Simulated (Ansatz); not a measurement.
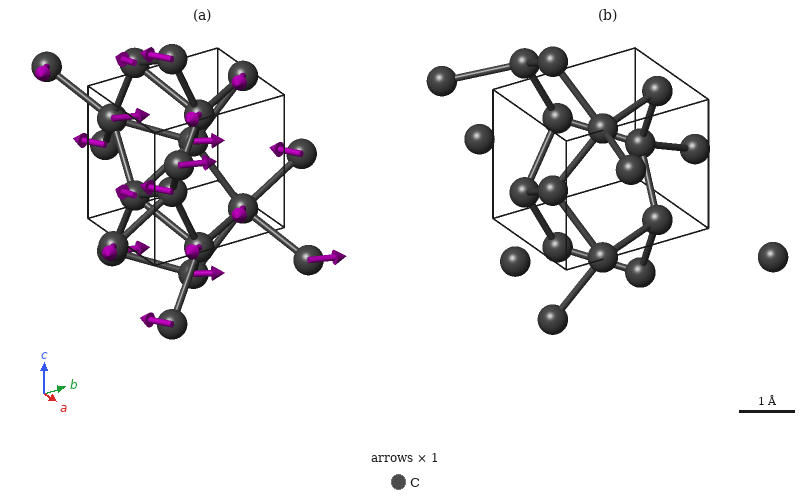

The structure of solid C (a generated structure, set up in P3_2) (coarse preliminary run) before (left) and after (right) a relaxation, at one scale. The purple arrows give the displacements (the part carried along by the change of the cell is left out), at their true length.

A ball-and-stick model of the cell of the calculation, seen slightly off an axis.

These are results of DFT PBE, scalar-relativistic, plane waves, PAW (Ansatz), not measurements.

Input
```yaml
crystal:
  lattice:
    - [3.69135807, 0.0, 0.0]
    - [-1.84567903, 3.19680986, 0.0]
    - [0.0, 0.0, 2.52989953]
  atoms:
    - { symbol: C, position: [0.93387396, 0.16713701, 0.48454993] }
    - { symbol: C, position: [0.83286299, 0.76673696, 0.15121659] }
    - { symbol: C, position: [0.23326304, 0.06612604, 0.81788326] }
    - { symbol: C, position: [0.60455424, 0.50158695, 0.65367902] }
    - { symbol: C, position: [0.49841305, 0.10296729, 0.32034568] }
    - { symbol: C, position: [0.89703271, 0.39544576, 0.98701235] }
basis:
  ecutwfc: 420
kpoints:
  mp_grid: { grid: [6, 6, 6] }
hamiltonian:
  xc: pbe
scf:
  occupations: { method: gaussian, width: 0.1 }
  lower_state_search: "off"
output:
  forces: true
  stress: true
  eigenvalues: true
relax:
  adjacent_minimum: "off"
  f_tol: 0.04
  max_steps: 70
  cell: { stress_tol: 0.4 }
```

Launched with:
```bash
ansatz run input.yaml --threads 1 --pin off --max-ram 2560MiB --backend cpu --events-out ev --progress --plain --runs-dir out
```

> What changed between the two?

The largest moves relative to the cell, 0.76 Å, are those of C1, C2 and C3. C3 goes along [1 2 0]. Cell: a = b 3.691 → 4.049 Å (+9.7 %), c 2.530 → 2.461 Å (−2.7 %). Volume +17.0 %. Some distances before and after: C4–C5 1.566 → 2.331 Å, C1–C2 1.576 → 2.331 Å, C1–C4 2.170 → 1.608 Å, C1–C5 1.559 → 1.608 Å. New bonds form: C1–C4 (2.17 → 1.61 Å), C2–C5 (2.17 → 1.61 Å), C3–C6 (2.17 → 1.61 Å). Among the angles between lasting bonds that change: C4–C3–C5 60.3° → 95.2°, C4–C3–C5 86.4° → 119.7°, C1–C5–C3 141.3° → 119.7°. The space group (tolerance 0.01 Å) goes from P3_2 (No. 145) to P6_522 (No. 179). After 12 accepted moves (15 points after the start) the energy has fallen by 14.698 eV per cell of the calculation. The largest force component goes from 3.1 to 0.01 eV/Å. The pressure goes from 114.75 to 0.16 GPa. The line search rejected the trial step at point 9 of the run. At 2 points the geometry stayed and the basis and grid were re-selected for the new cell (energy shift of 80.2 meV per cell of the calculation at most each time). Cost: 54 s on 1 thread of Arm Neoverse V1, with other jobs on the host, peak memory 0.31 GiB.
